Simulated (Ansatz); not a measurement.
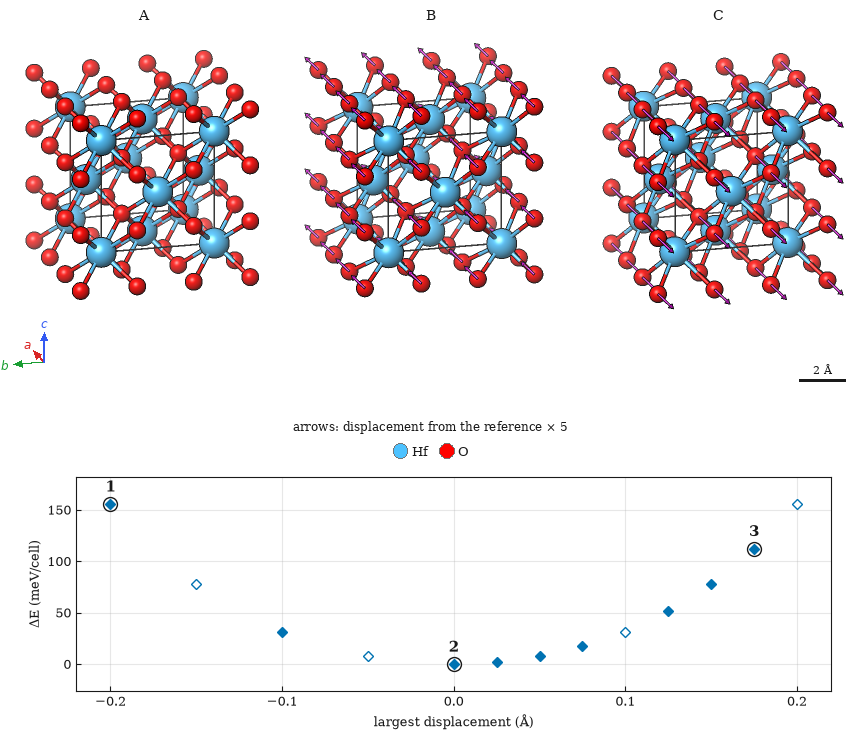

A scan of solid HfO₂ (Fm-3m): a normal mode at the zone centre (one arbitrary combination within a set of 3 degenerate modes) is frozen in with the cell fixed, the amplitude being the largest displacement of an atom. The frames are shuffled; the numbered points of the plot belong to them. Hollow markers are points alike by symmetry, not computed again. The picture is a ball-and-stick view of the conventional cell (4 times the calculation's cell), seen from a free direction. Purple arrows: displacements from the reference. Lengths and directions refer to the drawn axes.

The calculation used DFT PBE, scalar-relativistic, plane waves, PAW (Ansatz 0.2.0). Settings: plane-wave cutoff 420 eV; k-point mesh 8 × 8 × 8; occupations gaussian; smearing width 0.05 eV; no spin polarisation. Energies (free energies at the smearing named) are counted from the cell as listed in its source, which wasn't relaxed.

### Which frame belongs to which numbered point?

Point 1 is frame C (the amplitude −0.20 Å, 155.7 meV/cell); 2 is frame A (the amplitude 0.00 Å, 0.0 meV/cell); 3 is frame B (the amplitude 0.175 Å, 112.3 meV/cell). The harmonic wavenumber of the mode is 206 cm⁻¹, a stable vibration. The lowest computed point lies at the amplitude 0.00 Å (0.0 meV/cell). The well is symmetric. At the highest point the shortest interatomic distance is 1.98 Å, against 2.21 Å in the reference.
